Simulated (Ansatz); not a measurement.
Structure (in its standard cell), coordinates from a relaxation with Ansatz 0.2.0, DFT PBEsol, scalar-relativistic, plane waves, PAW; the starting structure was generated, so it need not be a known form of this composition:

```
Mo
1.0
     2.73007    0.00000    0.00000
    -1.36503    2.36431    0.00000
     0.00000    0.00000    4.83891
Mo
2
Direct
  0.33333 0.66667 0.75000
  0.66667 0.33333 0.25000
```

Q: What does the kinematic electron diffraction pattern along [102] look like at 100 kV (B = 0.5 Å²)?

A: The spots form a rectangular net whose two shortest vectors correspond to d = 2.36 Å and 1.31 Å, 90.0° apart. They are 0 -1 0 and -2 1 1 (itself extinct). The pattern has symmetry 2mm. A glide plane extinguishes reflections such as 2 -1 -1.

Strongest reflections with d > 0.80 Å, one of each family (|F|² from tabulated Gaussian fits of the electron scattering factors, times a small damping for the curvature of the Ewald sphere):

```
   hkl  d (Å)  I (strongest = 100)
 0 1 0  2.364                  100
2 0 -1  1.148                   55
2 1 -1  0.879                   22
 0 2 0  1.182                   20
```

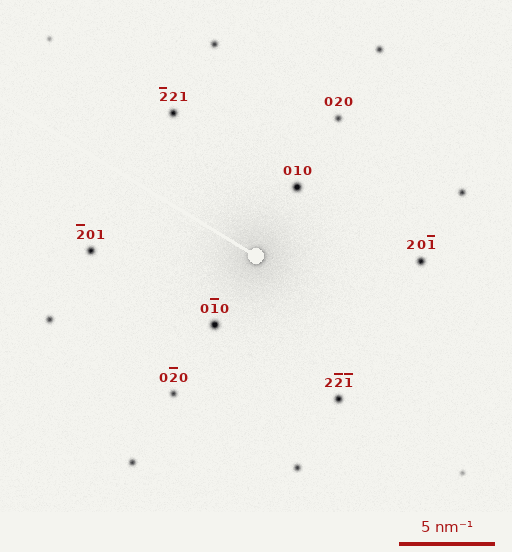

Calculated pattern, seen from the source side with [102] pointing towards the source.
